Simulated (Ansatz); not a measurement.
The calculation's input:

```
crystal:
  lattice:
    - [0.0, 2.2820056627, 2.2820056627]
    - [2.2820056627, 0.0, 2.2820056627]
    - [2.2820056627, 2.2820056627, 0.0]
  atoms:
    - { symbol: Mg, position: [0.0, 0.0, 0.0] }
    - { symbol: O, position: [0.25, 0.25, 0.25] }
kpoints:
  mp_grid: { grid: [6, 6, 6] }
  band_path:
    path:
      - [0.0, 0.0, 0.0]
      - [-0.5, -0.5, 0.0]
      - [-0.375, -0.375, 0.25]
      - [-0.375, 0.0, 0.375]
      - [0.0, 0.0, 0.5]
      - [-0.5, -0.25, 0.25]
    npoints: 1
hamiltonian:
  xc: hse06
scf:
  occupations: { method: fixed }
  n_extra_bands: 4
output:
  forces: true
  stress: true
  eigenvalues: true
  write_density: true
  write_potential: true
  elf: true
  volumetric_format: npy
```

Run with:

```sh
ansatz run input.yaml --threads 2 --pin off --max-ram 2211MiB --backend cpu --events-out ev --progress --plain --runs-dir out
```

Below, planes, directions and counts refer to the conventional cell (a = 4.56 Å, b = 4.56 Å, c = 4.56 Å, α = 90.00°, β = 90.00°, γ = 90.00°).

Space group F-43m; started from the zincblende prototype, which need not be the ambient phase.

Level of theory: Ansatz, DFT, HSE06, plane waves, PAW.

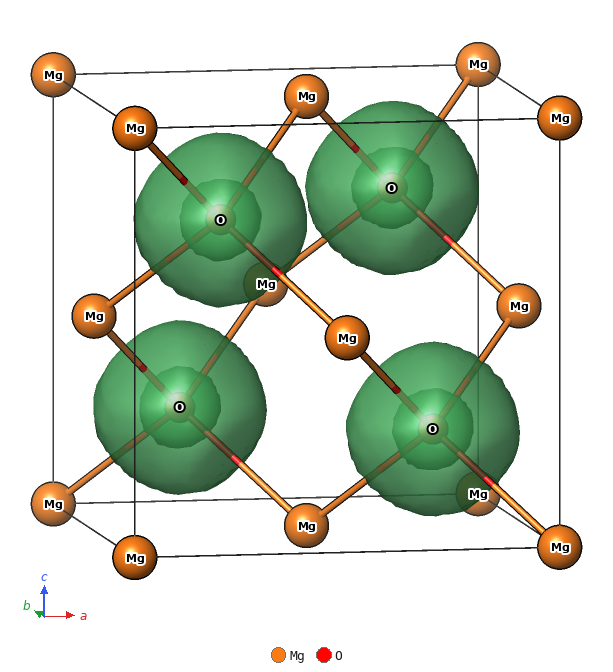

MgO. Isosurface of the ELF at 0.75 (green), seen slightly off an axis. Core shells and regions of very low density are left out. Sticks mark near contacts.

Core electrons are frozen (PAW), and the valence fields are smoothed inside the atomic spheres.

> Where are the electrons localised?

At this value the surface marks out four regions wrapped around O (the valence shell of each), counted in one cell of 8 atoms. Regions shared between cells count once. Along the contacts the grid gives the following. Mg–O (1.98 Å): the ELF peaks at about 0.85 in the valence shell of O, 0.7 Å from its nucleus, and is about 0.35 at the midpoint: an ionic contact with no shared pair.

> Does the calculation give a band gap?

It is gapped, with a Kohn–Sham gap of 5.3 eV on the k-point mesh (the band edges may lie off the mesh, which would make the gap smaller).
